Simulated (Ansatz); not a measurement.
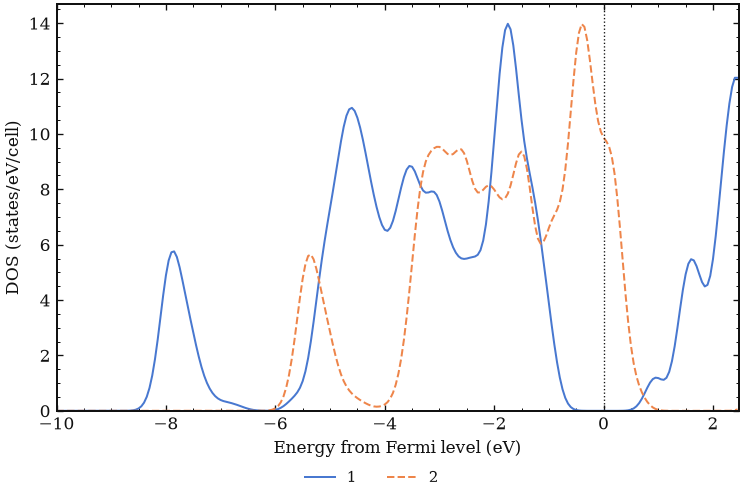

Densities of states of two runs on TiPbO₃, space group Pm-3m (No. 221), 10 atoms in the cell, each from its own Fermi level, built from the levels of each run's k mesh with Gaussians 0.4 eV wide, which blur the band edges.

Input of the base run:

```
crystal:
  lattice:
    - [4.00829296, 4.00829296, 0.0]
    - [4.00829296, -4.00829296, 0.0]
    - [0.0, 0.0, 4.00829296]
  atoms:
    - { symbol: Pb, position: [0.0, 0.0, 0.0] }
    - { symbol: Pb, position: [0.5, 0.5, 0.0] }
    - { symbol: Ti, position: [0.0, 0.5, 0.5] }
    - { symbol: Ti, position: [0.5, 0.0, 0.5] }
    - { symbol: O, position: [0.0, 0.5, 0.0] }
    - { symbol: O, position: [0.5, 0.0, 0.0] }
    - { symbol: O, position: [0.25, 0.25, 0.5] }
    - { symbol: O, position: [0.75, 0.75, 0.5] }
    - { symbol: O, position: [0.25, 0.75, 0.5] }
    - { symbol: O, position: [0.75, 0.25, 0.5] }
  symmetry: { tolerance: 0.0003 }
kpoints:
  mp_grid: { grid: [3, 3, 5], shift: [0, 0, 0] }
magnetization:
  spin_polarized: false
scf:
  occupations: { method: gaussian, width: 0.0719 }
hamiltonian:
  pseudopotentials: { kind: paw }
  xc: pbe
basis:
  ecutwfc: 420
output:
  forces: true
  stress: true
  eigenvalues: true
```

Run as:
```bash
ansatz run input.yaml --threads 1 --pin off --max-ram 2560MiB --backend cpu --events-out ev --progress --plain --runs-dir out
```

The second run changes total_charge from the default to 4 and scf.max_iter from the default to 75.

> Which curve is the changed run?

Curve 2. The base run has a gap of 1.86 eV on its mesh; the changed run has no gap on its mesh. Removing an electron puts the Fermi level into the valence band. The changed input is faulty (a charge that the system can't hold), so its curve is no property of the material.

On the base run: Spin-orbit coupling is left out, which matters for Pb.
